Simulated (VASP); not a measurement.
System: rutile-type SnO₂, space group P4_2/mnm, 6 atoms in the cell.

Space group P4_2/mnm (No. 136). a = 4.830 Å, b = 4.830 Å, c = 3.242 Å, α = 90.00°, β = 90.00°, γ = 90.00°
```csv
atom,site,symmetry,x,y,z
Sn,2a,m.mm,0.5000,0.5000,0.5000
O,4f,m.2m,0.1934,0.8066,0.5000
```

VASP 6.6.1; PBE, VASP PAW PBE potentials, release 64 (Sn_d, O), no spin polarisation, no spin-orbit coupling, 8×8×10 k mesh, 450 eV cutoff, Gaussian smearing of 0.02 eV.

Predict the main features of the band structure. The path is Γ–X–M–Γ–Z–R–A–Z|X–R|M–A.

The bands leave a gap. The gap along this path is 0.64 eV and direct: both edges lie at Γ. The top valence level at Γ is a single band, not degenerate (spin aside).

LDA, GGA and most meta-GGA functionals understate gaps. The cell was derived from a database entry in an earlier step, so it needn't be the measured one.

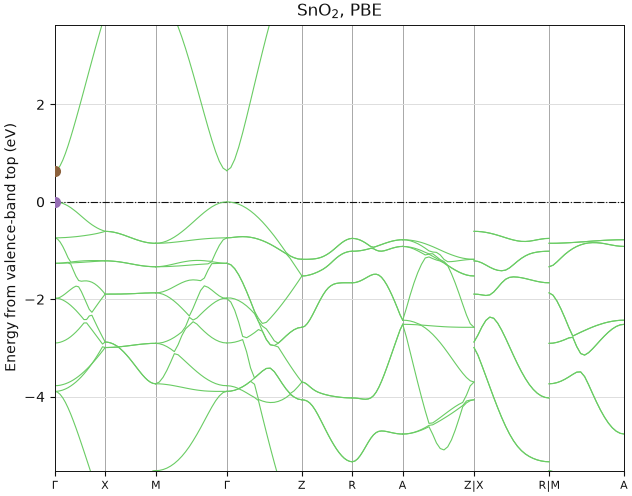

Band structure. Energies are counted from the top of the valence band.
